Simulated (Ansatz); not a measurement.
System: TiAl.

Input

```
crystal:
  lattice:
    - [2.8087302532, 0.0, 0.0]
    - [-1.4043651265, 2.4324317516, 0.0]
    - [0.0, 0.0, 4.5825851222]
  atoms:
    - { symbol: Ti, position: [0.0, 0.0, 0.0] }
    - { symbol: Al, position: [0.3333333333, 0.6666666667, 0.5] }
hamiltonian:
  xc: r2scan
  pseudopotentials: { kind: paw }
kpoints:
  mp_grid: { grid: [11, 11, 6] }
scf:
  occupations: { method: fermi_dirac, width: 0.05 }
output:
  forces: true
  stress: true
  eigenvalues: true
  write_density: true
  write_potential: true
  elf: true
  volumetric_format: npy
```

Run with:

```sh
ansatz run input.yaml --threads 2 --pin off --max-ram 5632MiB --backend cpu --events-out ev --progress --plain --runs-dir out
```

Below, planes, directions and counts refer to the conventional cell (a = 2.81 Å, b = 2.81 Å, c = 4.58 Å, α = 90.00°, β = 90.00°, γ = 120.00°).

Space group P-6m2; a structure from a database of computed crystals, not necessarily the ambient phase; computed pressure about 7 GPa in this cell.

These are results of Kohn-Sham DFT of a periodic cell, r2SCAN, Ansatz PAW (Ansatz 0.2.0), not measurements.

What can the converged valence pseudo-density and electron localisation function tell about the bonding?

Answer. Ti–Al (2.81 Å): the density is about 0.22 e/Å³ at the midpoint; the ELF is about 0.40 at the midpoint.
The ELF has a maximum of about 0.70 in the space between the atoms, on no atom or two-centre bond.

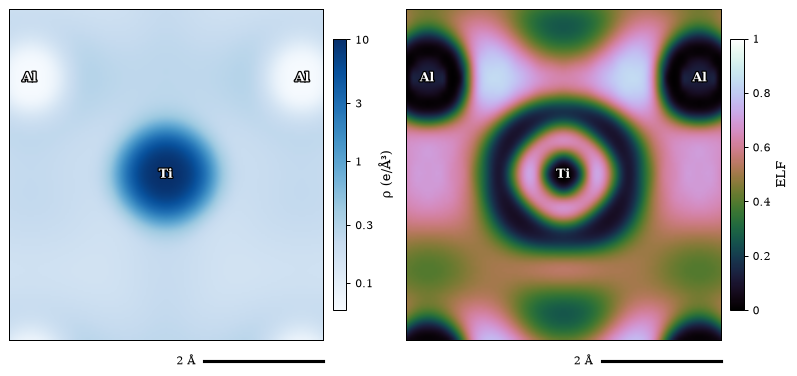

Computed valence pseudo-density and electron localisation function on the (110) plane of the conventional cell, in this order. 

In a PAW calculation such maps are meaningful between the atoms, not at the nuclei.
